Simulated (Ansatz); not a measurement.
System: Si, space group P6_3/mmc (No. 194), 4 atoms in the cell.

```
Si
1.0
     3.80182    0.00000    0.00000
    -1.90091    3.29248    0.00000
     0.00000    0.00000    6.29008
Si
4
Cartesian
  0.0000 2.1950 0.3966
  1.9009 1.0975 3.5417
  0.0000 2.1950 2.7484
  1.9009 1.0975 5.8935
```

Ansatz; DFT LDA, scalar-relativistic, plane waves, PAW, no spin polarisation, 12×12×6 k mesh, 420 eV cutoff, Gaussian smearing of 0.01 eV.

What does the optical spectrum look like?

The smallest direct gap is 0.99 eV; Im ε reaches a twentieth of its peak at about 2.3 eV, so absorption builds up slowly above the gap. The most prominent peaks of Im ε (xx = yy) lie at 3.4 eV (51). For zz they lie at 3.4 eV (43) and 4.0 eV (38). Two diagonal components agree and the third differs: the response is uniaxial. It absorbs visible light at this level: direct transitions start below the visible range, in the infrared (semilocal gaps are too small, so the true onset lies higher).

Independent particles: no excitons or local fields.

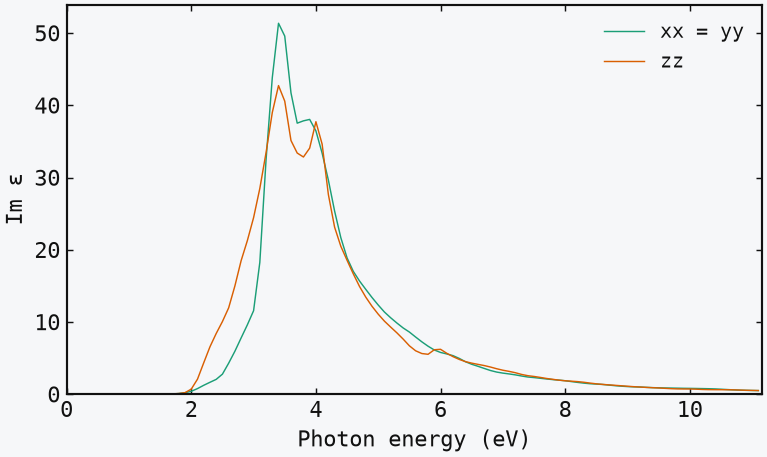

Imaginary part of the dielectric function from interband transitions, 18×18×10 mesh, 0.1 eV broadening.
